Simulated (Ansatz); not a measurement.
System: TiO$_{2}$.

The calculation's input:

```
crystal:
  lattice:
    - [-2.97316, 3.287369, 3.287402]
    - [2.97316, -3.287369, 3.287402]
    - [2.97316, 3.287369, -3.287402]
  atoms:
    - { symbol: Ti, position: [0.0, 0.5, 0.0] }
    - { symbol: Ti, position: [0.0, 0.0, 0.5] }
    - { symbol: Ti, position: [0.495245, 0.245245, 0.25] }
    - { symbol: Ti, position: [0.504755, 0.754755, 0.75] }
    - { symbol: O, position: [0.695081, 0.69523, 0.500149] }
    - { symbol: O, position: [0.695081, 0.194932, 0.999851] }
    - { symbol: O, position: [0.804516, 0.749617, 0.054899] }
    - { symbol: O, position: [0.194718, 0.749617, 0.445101] }
    - { symbol: O, position: [0.805282, 0.250383, 0.554899] }
    - { symbol: O, position: [0.304919, 0.805068, 0.000149] }
    - { symbol: O, position: [0.195484, 0.250383, 0.945101] }
    - { symbol: O, position: [0.304919, 0.30477, 0.499851] }
hamiltonian:
  xc: pbe
  pseudopotentials: { kind: paw }
kpoints:
  mp_grid: { grid: [6, 6, 6] }
  band_path:
    path:
      - [[0.0, 0.0, 0.0], [-0.5, 0.0, 0.0], [-0.5, -0.5, 0.5], [0.0, 0.0, 0.0], [0.4544894662, -0.4544894662, -0.4544894662], [-0.25, -0.25, -0.25], [0.0, -0.5, 0.0], [-0.4544894662, -0.5455105338, 0.4544894662], [-0.5, -0.5, 0.5]]
      - [[-0.5, 0.0, 0.0], [-0.25, -0.25, -0.25]]
    npoints: 10
scf:
  occupations: { method: fermi_dirac, width: 0.05 }
  n_extra_bands: 30
output:
  forces: true
  stress: true
  eigenvalues: true
  fatbands: true
  write_density: true
  write_potential: true
  elf: true
  volumetric_format: npy
```

Launched as:

```sh
ansatz run input.yaml --threads 4 --pin off --max-ram 11264MiB --backend cpu --events-out ev --progress --plain --runs-dir out
```

Below, planes, directions and counts refer to the conventional cell (a = 5.95 Å, b = 6.57 Å, c = 6.57 Å, α = 90.00°, β = 90.00°, γ = 90.00°).

Space group Imma; a structure from a database of computed crystals, not necessarily the ambient phase.

Theory: Ansatz, Kohn-Sham DFT of a periodic cell, PBE, Ansatz PAW.

Q: What will maps of the valence pseudo-density and electron localisation function show?

A: Ti–O (1.94 Å): the density is about 0.74 e/Å³ at the midpoint; the ELF peaks at about 0.80 in the valence shell of O, 0.6 Å from its nucleus, and is about 0.20 at the midpoint (no shared electron pair shows on this line).
Ti–O (2.00 Å): ρ at the midpoint is about 0.62 e/Å³; the ELF peaks at about 0.85 in the valence shell of O, 0.6 Å from its nucleus, and is about 0.20 at the midpoint (no localised pair shows between them).

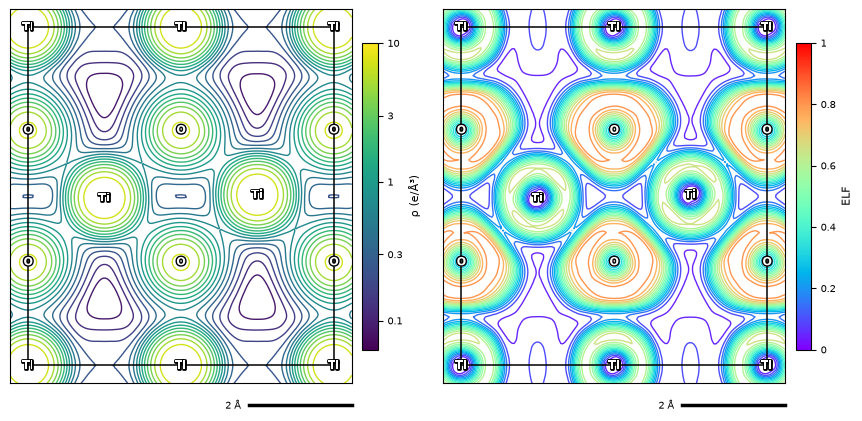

Computed valence pseudo-density and electron localisation function on the (010) plane of the conventional cell, in this order. 

In a PAW calculation such maps are meaningful between the atoms, not at the nuclei.
